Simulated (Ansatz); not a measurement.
## A series of single points on PbO2

System: PbO2 (Fm-3m, 3 atoms in the cell).
Method: Kohn-Sham DFT of a periodic cell, LDA, Ansatz PAW, no spin polarisation (Ansatz 0.2.0).

The 6 runs differ only in the geometry, by an even scaling of the cell at fixed fractional positions. The structure derives from a Materials Project entry.

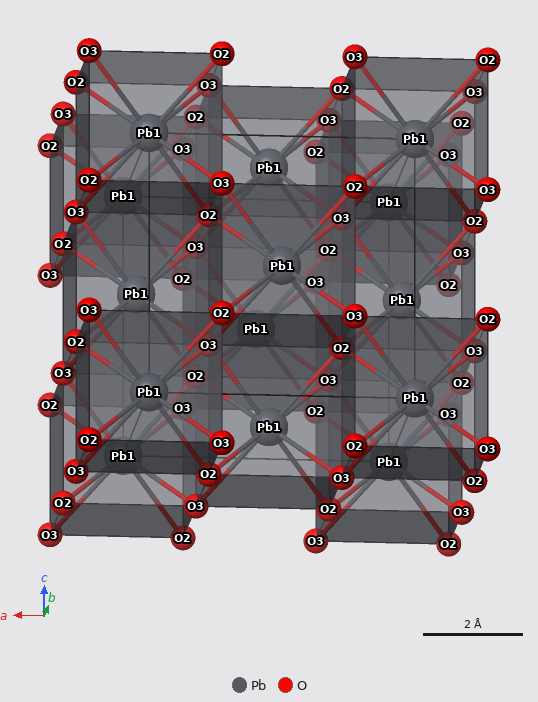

Figure 1. The structure of run 4 (polyhedral view of the cell 4 times as large as that of the calculation, set on its symmetry axes, seen at an oblique angle; polyhedra are completed across the faces of the cell; atoms are numbered from 1 in the order of the input).

**Input of run 4**
```yaml
crystal:
  lattice:
    - [0.0, 2.701992, 2.701992]
    - [2.701992, 0.0, 2.701992]
    - [2.701992, 2.701992, 0.0]
  atoms:
    - { symbol: Pb, position: [0.0, 0.0, 0.0] }
    - { symbol: O, position: [0.75, 0.75, 0.75] }
    - { symbol: O, position: [0.25, 0.25, 0.25] }
hamiltonian:
  xc: lda
  pseudopotentials: { kind: paw }
kpoints:
  mp_grid: { grid: [9, 9, 9] }
scf:
  occupations: { method: fermi_dirac, width: 0.05 }
output:
  forces: true
  stress: true
  eigenvalues: true
```

Command:
```bash
ansatz run input.yaml --threads 2 --pin off --max-ram 5632MiB --backend cpu --events-out ev --progress --plain --runs-dir out
```

Lattice vectors (Å) and fractional positions of run 4:
```
   0.000000    2.701992    2.701992
   2.701992    0.000000    2.701992
   2.701992    2.701992    0.000000
Pb  0.000000  0.000000  0.000000
O   0.750000  0.750000  0.750000
O   0.250000  0.250000  0.250000
```

Run 3 differs from it as follows:
```diff
-    - [0.0, 2.701992, 2.701992]
-    - [2.701992, 0.0, 2.701992]
-    - [2.701992, 2.701992, 0.0]
+    - [0.0, 2.6838572791, 2.6838572791]
+    - [2.6838572791, 0.0, 2.6838572791]
+    - [2.6838572791, 2.6838572791, 0.0]
```

**Results, with one run withheld**

```tsv
run	volume per atom (Å³)	free energy per atom, from the lowest run given (meV)	pressure (GPa)
1	12.362	0.00	−1.41
2	12.625	4.92	−4.65
3	12.888	?	?
4	13.151	29.39	−10.04
5	13.677	69.45	−14.19
6	13.940	94.23	−15.89
```

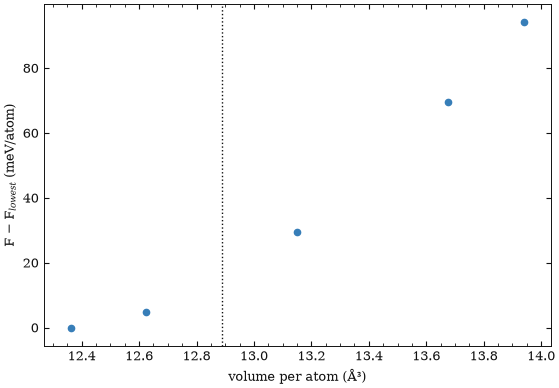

Figure 2. Free energy per atom of the runs given; the dotted line marks run 3.

Estimate the energy of run 3 from the others.

A cubic polynomial in V^(−2/3) (the Birch–Murnaghan form), fitted to the 5 runs given, misses them by at most 0.02 meV per atom. With x = V^(−2/3) − 0.17969 Å⁻², it reads F = 27.975 − 6724.8 x + 3.8864e+05 x² + 1.1416e+06 x³ (meV per atom). At run 3 it gives 14.93 meV per atom, and the run itself gives 14.95. The slope of the fit gives a pressure −dF/dV of −7.50 GPa there, and the run prints −7.52 GPa. The fit has no minimum inside this range.

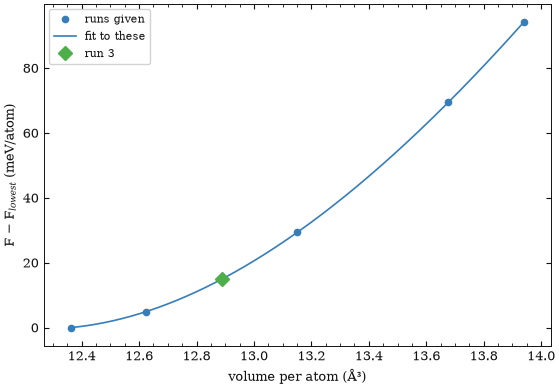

Figure 3. The fit and the withheld run.

**Output, shortened to warnings, some set-up lines, iterations and results (run 3)**
```
Basis set: ecut = 420 eV, 749 PW (Γ)
Symmetry: 48 space group operations
k-points: 35 of 729
Initial density: superposition of atomic densities (neutral atoms: chi_scale 0, normalization atom), corrected by the library's trained network
[...]
SCF iter   1: F=—  HF=-12710.168294 eV  |F-HF|=—  |Δ(HF+E_count)|=         —  Δρ=1.79e-2  dr2=1.05e-1  ethr=1.77e-3  ⟨swp⟩=5.9  Hψ=3186  notcnv=0
SCF iter   2: F=—  HF=-12710.143233 eV  |F-HF|=—  |Δ(HF+E_count)|=   2.51e-2  Δρ=9.40e-3  dr2=2.40e-2  ethr=4.03e-4  ⟨swp⟩=2.6  Hψ=1384  notcnv=0
SCF iter   3: F=—  HF=-12710.135796 eV  |F-HF|=—  |Δ(HF+E_count)|=   7.44e-3  Δρ=1.83e-3  dr2=9.81e-4  ethr=9.22e-5  ⟨swp⟩=2.5  Hψ=1040  notcnv=0
SCF iter   4: F=—  HF=-12710.135482 eV  |F-HF|=—  |Δ(HF+E_count)|=   3.14e-4  Δρ=6.00e-4  dr2=5.37e-5  ethr=3.77e-6  ⟨swp⟩=2.7  Hψ=1068  notcnv=0
SCF iter   5: F=—  HF=-12710.135459 eV  |F-HF|=—  |Δ(HF+E_count)|=   2.32e-5  Δρ=4.56e-5  dr2=5.16e-7  ethr=2.07e-7  ⟨swp⟩=2.0  Hψ=950  notcnv=0
SCF iter   6: F=-12710.135459 eV  HF=-12710.135459 eV  |F-HF|=7.75e-8  |Δ(HF+E_count)|=   1.04e-7  Δρ=1.70e-5  dr2=8.40e-8  ethr=3.85e-10  ⟨swp⟩=7.4  Hψ=3087  notcnv=0
SCF 1 converged in 6 iterations: F = -12710.135459 eV  dr2 = 8.40e-8
SCF converged after 6 iterations
Free energy (F): -12710.135459 eV
Harris-Foulkes:  -12710.135459 eV  (|F-HF|=7.75e-8)
Internal energy: -12710.129693 eV  (E = F + TS)
E sigma→0 (E₀):  -12710.132576 eV
Entropy (-TS):   -0.005766 eV (-1.922 meV/atom)
Fermi energy:    9.571523 eV
--- Per-component energies (eV) ---
  E_band       = -6.258026
  E_kinetic    = 637.353213
  E_local      = -1489.388429  (includes V_loc(G=0)·N_el)
  E_nonlocal   = 458.768091
  E_hartree    = 563.822743
  E_xc         = -359.343037
  E_vxc        = -314.554831  (∫ρ·V_xc dr)
  E_paw        = -10406.665450  (= ΣΔE_a)
  E_vpaw       = -426.074831  (= ΣTr[D̂ρ^β])
  E_aug_tail   = 0.004935  (compensation charges beyond the density's cutoff)
  E_ewald      = -2114.797887
  E_core_change = 0.116129  (= ΣΔE_core)
  E_smearing   = -0.005766  (= −TS)
  E_closure    = -0.000000  (closes the sum)
  Σ components = -12710.135459   (vs F -12710.135459, Δ=0.00e0)
--- Forces (eV/Å), atoms counted from 1 ---
  atom   1  Pb     0.00000000    -0.00000000    -0.00000000
  atom   2  O      0.00000000     0.00000000    -0.00000000
  atom   3  O      0.00000000     0.00000000     0.00000000
  max |Σ_I F_I| component: 3.70e-17 eV/Å
--- Stress (GPa, compression-positive) ---
       -7.515093       0.000000       0.000000
        0.000000      -7.515093      -0.000000
       -0.000000      -0.000000      -7.515093
  P = ⅓ Tr σ = -7.5151 GPa (-75.151 kbar)
```

Notes: Spin–orbit coupling is left out, which matters for Pb.
